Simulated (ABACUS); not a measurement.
## Band-structure run of Sn

The run: band-structure run of Sn (2 atoms in the cell). Method and program: Kohn-Sham DFT of a periodic cell, r2SCAN, SG15 ONCV 1.2 PBE, no spin polarisation (ABACUS 3.10.1).

The structure derives from an entry of the Crystallography Open Database.

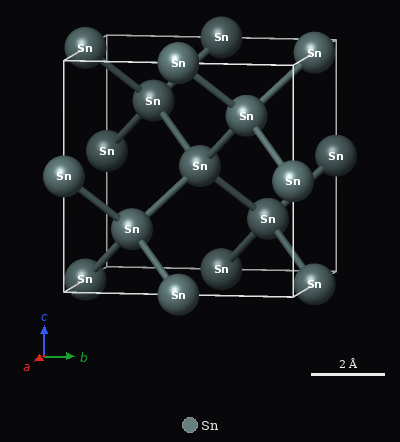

**Figure 1.** The structure as given in the input (ball-and-stick view of the cell 4 times as large as that of the calculation, set on its symmetry axes, seen slightly off an axis). An atom can appear more than once, as a periodic image.

**The input**
```
INPUT_PARAMETERS
suffix              Sn
calculation         scf
basis_type          pw
pseudo_dir          ./
symmetry            1
dft_functional      MGGA_X_R2SCAN+MGGA_C_R2SCAN
ecutwfc             84
pseudo_rcut         7
nspin               1
nbands              24
ks_solver           dav
smearing_method     fd
smearing_sigma      0.00367493
scf_thr             1e-08
scf_nmax            100
mixing_type         broyden
mixing_beta         0.7
cal_force           1
cal_stress          1
mixing_tau          1
out_chg             1
kpar                4
```

**File STRU**
```
ATOMIC_SPECIES
Sn 118.7100 Sn_ONCV_PBE-1.2.upf

LATTICE_CONSTANT
1.8897261246

LATTICE_VECTORS
0.0000000000 3.2333428000 3.2333428000
3.2333428000 0.0000000000 3.2333428000
3.2333428000 3.2333428000 0.0000000000

ATOMIC_POSITIONS
Direct

Sn
0.0
2
0.7500000000 0.7500000000 0.7500000000 1 1 1
0.5000000000 0.5000000000 0.5000000000 1 1 1
```

**File KPT**
```
K_POINTS
0
Gamma
4 4 4 0 0 0
```

Hardware: 4 threads of Intel Xeon (Sapphire Rapids), 64 GiB of memory available, shared host.

Run as:
```bash
OMP_NUM_THREADS=1 mpirun -np 4 abacus > log
```

**The program's output**
```
ABACUS v3.10.1

               Atomic-orbital Based Ab-initio Computation at UStc

 ------------------------------------------------------------------------------------

 READING GENERAL INFORMATION
                           global_out_dir = OUT.Sn/
                           global_in_card = INPUT
                               pseudo_dir = ./
                              orbital_dir =
                                    DSIZE = 4
                                    GSIZE = 1

 READING UNITCELL INFORMATION
                                    ntype = 1
                  lattice constant (Bohr) = 1.88973
              lattice constant (Angstrom) = 1

 READING ATOM TYPE 1
                               atom label = Sn
                      L=0, number of zeta = 1
                      L=1, number of zeta = 1
                      L=2, number of zeta = 1
             number of atom for this type = 2

                        TOTAL ATOM NUMBER = 2
DIRECT COORDINATES
    atom                   x                   y                   z     mag                  vx                  vy                  vz
taud_Sn1            0.7500000000        0.7500000000        0.7500000000  0.0000        0.0000000000        0.0000000000        0.0000000000
taud_Sn2            0.5000000000        0.5000000000        0.5000000000  0.0000        0.0000000000        0.0000000000        0.0000000000

                          Volume (Bohr^3) = 456.228
                             Volume (A^3) = 67.6059

 Lattice vectors: (Cartesian coordinate: in unit of a_0)
                   +0            +3.23334            +3.23334
             +3.23334                  +0            +3.23334
             +3.23334            +3.23334                  +0
 Reciprocal vectors: (Cartesian coordinate: in unit of 2 pi/a_0)
            -0.154639           +0.154639           +0.154639
            +0.154639           -0.154639           +0.154639
            +0.154639           +0.154639           -0.154639
 The esolver type has been set to : ksdft_pw

                PAO radial cut off (Bohr) = 7

 Read in pseudopotential file is Sn_ONCV_PBE-1.2.upf
                     pseudopotential type = NC
          exchange-correlation functional = PBE
                 nonlocal core correction = 0
                        valence electrons = 14
                                     lmax = 2
                           number of zeta = 0
                     number of projectors = 6
                           L of projector = 0
                           L of projector = 0
                           L of projector = 1
                           L of projector = 1
                           L of projector = 2
                           L of projector = 2
 XC functional updated to : MGGA_X_R2SCAN+MGGA_C_R2SCAN
          exchange-correlation functional = MGGA_X_R2SCAN+MGGA_C_R2SCAN
     initial pseudo atomic orbital number = 0

 SETUP THE ELECTRONS NUMBER
            electron number of element Sn = 14
      total electron number of element Sn = 28
            AUTOSET number of electrons:  = 28
                           occupied bands = 14
                                   NBANDS = 24
                                   NLOCAL = 18

%%%%%%%%%%%%%%%%%%%%%%%%%%%%%%%%%%%%%%%%%%%%%%%%%%%%%%%%%%%%%%%%%%%%%%%%%%%%%%%%%%%%%%%%%%%%%%%%%%%%%%%%%%
 Warning: the number of valence electrons in pseudopotential > 4 for Sn: [Kr] 4d10 5s2 5p2
 Pseudopotentials with additional electrons can yield (more) accurate outcomes, but may be less efficient.
 If you're confident that your chosen pseudopotential is appropriate, you can safely ignore this warning.
%%%%%%%%%%%%%%%%%%%%%%%%%%%%%%%%%%%%%%%%%%%%%%%%%%%%%%%%%%%%%%%%%%%%%%%%%%%%%%%%%%%%%%%%%%%%%%%%%%%%%%%%%%

 SETUP THE PLANE WAVE BASIS
 energy cutoff for charge/potential (unit:Ry) = 336
            fft grid for charge/potential = [ 54, 54, 54 ]
                        fft grid division = [ 1, 1, 1 ]
        big fft grid for charge/potential = [ 54, 54, 54 ]
                                     nbxx = 157464
                                     nrxx = 157464

 SETUP PLANE WAVES FOR CHARGE/POTENTIAL
                    number of plane waves = 47447
                         number of sticks = 1735

 PARALLEL PW FOR CHARGE/POTENTIAL
     PROC   COLUMNS(POT)             PW
        1           1735          47447
 --------------- sum -------------------
        1           1735          47447
                            number of |g| = 426
                                  max |g| = 30.3219
                                  min |g| = 0

----------- Double Check Mixing Parameters Begin ------------
mixing_type: broyden
mixing_beta: 0.7
mixing_gg0: 1
mixing_gg0_min: 0.1
mixing_ndim: 8
----------- Double Check Mixing Parameters End ------------

 LATTICE VECTORS: (CARTESIAN COORDINATE: IN UNIT OF A0)
                   +0            +3.23334            +3.23334
             +3.23334                  +0            +3.23334
             +3.23334            +3.23334                  +0
                       right hand lattice = 1
                                   NORM_A = 4.57264
                                   NORM_B = 4.57264
                                   NORM_C = 4.57264
                           ALPHA (DEGREE) = 60
                           BETA  (DEGREE) = 60
                           GAMMA (DEGREE) = 60

 The lattice vectors have been changed (STRU_SIMPLE.cif)

(for optimal symmetric configuration:)
                             BRAVAIS TYPE = 3
                     BRAVAIS LATTICE NAME = 03. Cubic F (face-centered)
                                    ibrav = 3
                                    IBRAV = 3
                                  BRAVAIS = FACE CENTERED CUBIC
                       LATTICE CONSTANT A = 6.46669
Original cell was already a primitive cell.
                        ROTATION MATRICES = 48
              PURE POINT GROUP OPERATIONS = 24
                   SPACE GROUP OPERATIONS = 48
                                       C2 = 3
                                       C3 = 8
                                       C4 = 0
                                       C6 = 0
                                       S1 = 6
                                       S3 = 0
                                       S4 = 6
                                       S6 = 0
                              POINT GROUP = T_d
               POINT GROUP IN SPACE GROUP = O_h

 SETUP K-POINTS
                                    nspin = 1
                   Input type of k points = Monkhorst-Pack(Gamma)
                                   nkstot = 64
                       right hand lattice = 1
(for reciprocal lattice: )
                             BRAVAIS TYPE = 2
                     BRAVAIS LATTICE NAME = 02. Cubic I (body-centered)
                                    ibrav = 2
                       right hand lattice = 1
(for k-lattice: )
                             BRAVAIS TYPE = 2
                     BRAVAIS LATTICE NAME = 02. Cubic I (body-centered)
                                    ibrav = 2
                       right hand lattice = 1
                        ROTATION MATRICES = 48
                               nkstot_ibz = 8
K-POINTS REDUCTION ACCORDING TO SYMMETRY
     IBZ    DIRECT_X    DIRECT_Y    DIRECT_Z  WEIGHT  ibz2bz
       1  0.00000000  0.00000000  0.00000000  0.0156       0
       2  0.25000000  0.25000000  0.25000000  0.1250       1
       3  0.50000000  0.50000000  0.50000000  0.0625       2
       4  0.25000000  0.25000000  0.00000000  0.0938       5
       5  0.50000000  0.50000000  0.25000000  0.3750       6
       6  0.50000000  0.25000000  0.25000000  0.1875       7
       7  0.50000000  0.50000000  0.00000000  0.0469      10
       8  0.50000000  0.25000000 -0.25000000  0.0938      27

                               nkstot now = 8
[... K-POINTS DIRECT COORDINATES: 8 rows ...]

           k-point number in this process = 2
       minimum distributed K point number = 2
[... stars of the k points ...]

[... K-POINTS CARTESIAN COORDINATES: 2 rows ...]

[... K-POINTS DIRECT COORDINATES: 2 rows ...]

 SETUP PLANE WAVES FOR WAVE FUNCTIONS
     energy cutoff for wavefunc (unit:Ry) = 84
              fft grid for wave functions = [ 54, 54, 54 ]
                    number of plane waves = 6375
                         number of sticks = 451

 PARALLEL PW FOR WAVE FUNCTIONS
     PROC   COLUMNS(POT)             PW
        1            451           6375
 --------------- sum -------------------
        1            451           6375

 SETUP NONLOCAL PSEUDOPOTENTIALS IN PLANE WAVE BASIS
 Sn non-local projectors:
 projector 1 L=0
 projector 2 L=0
 projector 3 L=1
 projector 4 L=1
 projector 5 L=2
 projector 6 L=2
      TOTAL NUMBER OF NONLOCAL PROJECTORS = 36

 Init Non-Local PseudoPotential table :
 Init Non-Local-Pseudopotential done.

                                     npwx = 5961

 -------------------------------------------
 SELF-CONSISTENT
 -------------------------------------------
                                 init_chg = atomic

 PW ALGORITHM --------------- ION=   1  ELEC=   1--------------------------------

 Notice: Threshold on eigenvalues was too large.
 hsover_error=0.28 > DRHO=0.0568749
 Origin diag ethr = 0.01
 New diag ethr = 0.000203125

 Density error is 0.0568341844957
                          Error Threshold = 0.000203124684509
----------------------------------------------------------
     Energy           Rydberg                 eV
----------------------------------------------------------
 E_KohnSham     -239.7486871208      -3261.9482328614
 E_Harris       -238.7418931148      -3248.2500976688
 E_Fermi        0.6550240441         8.9120593263
----------------------------------------------------------

 PW ALGORITHM --------------- ION=   1  ELEC=   2--------------------------------

 Density error is 0.00341857320309
                          Error Threshold = 0.000202979230342
----------------------------------------------------------
     Energy           Rydberg                 eV
----------------------------------------------------------
 E_KohnSham     -239.8273649975      -3263.0187002913
 E_Harris       -238.7699580929      -3248.6319412844
 E_Fermi        0.6660681345         9.0623218850
----------------------------------------------------------

 PW ALGORITHM --------------- ION=   1  ELEC=   3--------------------------------

 Density error is 0.000442522640723
                          Error Threshold = 1.22091900111e-05
----------------------------------------------------------
     Energy           Rydberg                 eV
----------------------------------------------------------
 E_KohnSham     -239.8353705557      -3263.1276214988
 E_Harris       -239.6195278236      -3260.1909304704
 E_Fermi        0.6752647246         9.1874479136
----------------------------------------------------------

 PW ALGORITHM --------------- ION=   1  ELEC=   4--------------------------------

 Density error is 1.63362160485e-05
                          Error Threshold = 1.58043800258e-06
----------------------------------------------------------
     Energy           Rydberg                 eV
----------------------------------------------------------
 E_KohnSham     -239.8358133869      -3263.1336465258
 E_Harris       -239.8645733924      -3263.5249464764
 E_Fermi        0.6804741507         9.2583257917
----------------------------------------------------------

 PW ALGORITHM --------------- ION=   1  ELEC=   5--------------------------------

 Density error is 9.8327751152e-08
                          Error Threshold = 5.83436287445e-08
----------------------------------------------------------
     Energy           Rydberg                 eV
----------------------------------------------------------
 E_KohnSham     -239.8358170446      -3263.1336962915
 E_Harris       -239.8303967507      -3263.0599494101
 E_Fermi        0.6801556121         9.2539918510
----------------------------------------------------------

 PW ALGORITHM --------------- ION=   1  ELEC=   6--------------------------------

 Density error is 6.9206030429e-09
                          Error Threshold = 3.51170539829e-10
----------------------------------------------------------
     Energy           Rydberg                 eV
----------------------------------------------------------
 E_KohnSham     -239.8358171120      -3263.1336972092
 E_KS(sigma->0) -239.8355940155      -3263.1306618261
 E_Harris       -239.8354925729      -3263.1292816285
 E_band         -15.1220068198       -205.7454579437
 E_one_elec     -101.5496298020      -1381.6535950978
 E_Hartree      62.5790311908        851.4313995148
 E_xc           -28.0677926965       -381.8819109555
 E_Ewald        -172.7969796114      -2351.0235199045
 E_entropy(-TS) -0.0004461929        -0.0060707661
 E_descf        0.0000000000         0.0000000000
 E_exx          0.0000000000         0.0000000000
 E_Fermi        0.6802243035         9.2549264455
----------------------------------------------------------

 charge density convergence is achieved
 final etot is -3263.1336972 eV
 EFERMI = 9.2549264455 eV

 STATE ENERGY(eV) AND OCCUPATIONS    NSPIN == 1
 1/2 kpoint (Cartesian) = 0.0000 0.0000 0.0000 (5961 pws)
       1       -12.2538      0.0312500
       2       -12.2538      0.0312500
       3       -12.2538      0.0312500
       4       -12.1755      0.0312500
       5       -12.1755      0.0312500
       6       -11.8156      0.0312500
       7       -11.8156      0.0312500
       8       -11.8156      0.0312500
       9       -11.7868      0.0312500
      10       -11.7868      0.0312500
      11       -1.99501      0.0312500
      12        8.40821      0.0312500
      13        9.35000     0.00406034
      14        9.35000     0.00406034
      15        9.35000     0.00406034
      16        11.6510    4.81592e-23
      17        11.6510    4.81592e-23
      18        11.6510    4.81592e-23
      19        14.7128    1.22564e-49
      20        18.0572    1.09523e-78
      21        18.0572    1.09523e-78
      22        18.4051    1.04155e-81
      23        18.4051    1.04155e-81
      24        18.4051    1.04155e-81

 2/2 kpoint (Cartesian) = 0.038660 0.038660 0.038660 (5952 pws)
       1       -12.2837       0.250000
       2       -12.2837       0.250000
       3       -12.2391       0.250000
       4       -12.1280       0.250000
       5       -12.1280       0.250000
       6       -11.8569       0.250000
       7       -11.8569       0.250000
       8       -11.8354       0.250000
       9       -11.7551       0.250000
      10       -11.7551       0.250000
      11       -1.37760       0.250000
      12        4.94631       0.250000
      13        8.55121       0.250000
      14        8.55121       0.250000
      15        9.63967    0.000113733
      16        12.6175    1.55091e-30
      17        12.6175    1.55091e-30
      18        14.0603    4.56217e-43
      19        16.0958    9.51698e-61
      20        16.8842    1.35267e-67
      21        16.8842    1.35267e-67
      22        18.4762    2.00773e-81
      23        22.0071        0.00000
      24        22.0071        0.00000

------------------------------------------------------------------------------------------
 TOTAL-FORCE (eV/Angstrom)
------------------------------------------------------------------------------------------
                       Sn1         0.0000000000         0.0000000000         0.0000000000
                       Sn2         0.0000000000         0.0000000000         0.0000000000
------------------------------------------------------------------------------------------

----------------------------------------------------------------
 TOTAL-STRESS (KBAR)
----------------------------------------------------------------
        12.0402555228         0.0000000000        -0.0000000000
         0.0000000000        12.0402555228        -0.0000000000
         0.0000000000        -0.0000000000        12.0402555228
----------------------------------------------------------------
 TOTAL-PRESSURE: 12.040256 KBAR

 --------------------------------------------
 !FINAL_ETOT_IS -3263.1336972092171891 eV
 --------------------------------------------
```

**Standard output**
```
ABACUS v3.10.1

               Atomic-orbital Based Ab-initio Computation at UStc

 dft_functional readin is: MGGA_X_R2SCAN+MGGA_C_R2SCAN
 dft_functional in pseudopot file is: PBE
 Please make sure this is what you need

%%%%%%%%%%%%%%%%%%%%%%%%%%%%%%%%%%%%%%%%%%%%%%%%%%%%%%%%%%%%%%%%%%%%%%%%%%%%%%%%%%%%%%%%%%%%%%%%%%%%%%%%%
 Warning: the number of valence electrons in pseudopotential > 4 for Sn: [Kr] 4d10 5s2 5p2
 Pseudopotentials with additional electrons can yield (more) accurate outcomes, but may be less efficient.
 If you're confident that your chosen pseudopotential is appropriate, you can safely ignore this warning.
%%%%%%%%%%%%%%%%%%%%%%%%%%%%%%%%%%%%%%%%%%%%%%%%%%%%%%%%%%%%%%%%%%%%%%%%%%%%%%%%%%%%%%%%%%%%%%%%%%%%%%%%%

 UNIFORM GRID DIM        : 54 * 54 * 54
 UNIFORM GRID DIM(BIG)   : 54 * 54 * 54
func,idMGGA_X_R2SCAN 497
func,idMGGA_C_R2SCAN 498
 ---------------------------------------------------------
 Self-consistent calculations for electrons
 ---------------------------------------------------------
 SPIN    KPOINTS         PROCESSORS  THREADS
 1       8               4           4
 ---------------------------------------------------------
 Use plane wave basis
 ---------------------------------------------------------
 ELEMENT NATOM       XC
 Sn      2
 ---------------------------------------------------------
 Initial plane wave basis and FFT box
 ---------------------------------------------------------
 -------------------------------------------
 SELF-CONSISTENT :
 -------------------------------------------
 START CHARGE      : atomic
 ITER       ETOT/eV          EDIFF/eV         DRHO         DKIN     TIME/s
 DA1     -3.26194823e+03   0.00000000e+00   5.6834e-02   5.6066e-01   6.67
 DA2     -3.26301870e+03  -1.07046743e+00   3.4186e-03   1.7955e-01   2.39
 DA3     -3.26312762e+03  -1.08921208e-01   4.4252e-04   2.1245e-02   2.74
 DA4     -3.26313365e+03  -6.02502702e-03   1.6336e-05   2.3500e-03   2.68
 DA5     -3.26313370e+03  -4.97656328e-05   9.8328e-08   1.1025e-04   2.41
 DA6     -3.26313370e+03  -9.17742653e-07   6.9206e-09   1.2371e-04   2.79
----------------------------------------------------------------
 TOTAL-STRESS (KBAR)
----------------------------------------------------------------
        12.0402555228         0.0000000000        -0.0000000000
         0.0000000000        12.0402555228        -0.0000000000
         0.0000000000        -0.0000000000        12.0402555228
----------------------------------------------------------------
 TOTAL-PRESSURE: 12.040256 KBAR
```

**Results in brief**

- outcome: converged
- space group (tolerance 0.01 Å): Fd-3m (227)
- electrons treated: 28
- free energy: −3263.1337 eV
- Fermi energy: 9.255 eV
- gap on the k-point mesh: none (metallic)
- pressure: 1.20 GPa
- largest force (length of the vector): under 0.001 eV/Å
- wall time: 21 s (CPU time 84 s)
- peak memory: 0.52 GiB
